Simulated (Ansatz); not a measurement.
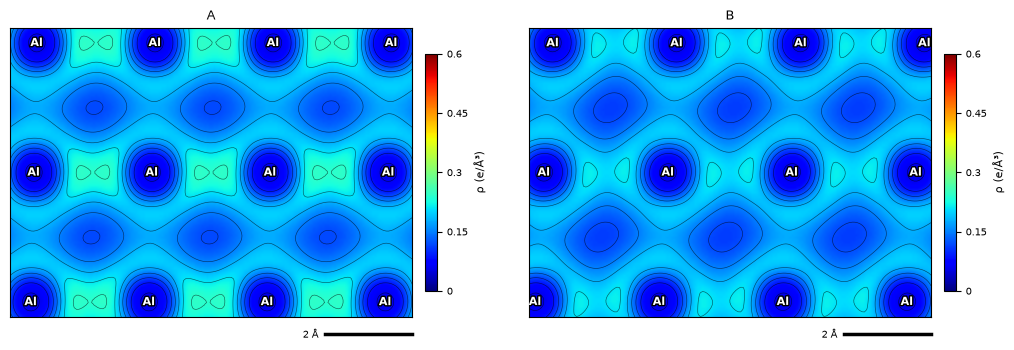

Al. The valence electron density of two cells that differ in size and shape, on the (101) plane of each (indices in the axes of the calculation cell), at one length scale and on one colour scale: B has 16.9 Å³ an atom and A 16.1.

Level of theory: Ansatz 0.2.0, DFT PBE+D3(BJ), scalar-relativistic, plane waves, PAW.

The larger cell:

```
Al
1.0
    -0.04649    1.99102    2.13039
     1.94453    0.00000    2.08390
     1.99102    1.99102   -0.04649
Al
1
Direct
  0.00000 0.00000 0.00000
```

The smaller cell: a = 2.850 Å, b = 2.717 Å, c = 2.817 Å, α = 61.96°, β = 63.44°, γ = 60.74°.

What changes from the larger cell to the smaller?

Answer. From the larger cell to the smaller, Al–Al goes from 2.98 to 2.72 Å, and the density at its midpoint from 0.18 to 0.24 e/Å³, the ELF there from 0.55 to 0.70; the pressure goes from −4.5 to −1.0 GPa.

PAW datasets: the set soft_1.
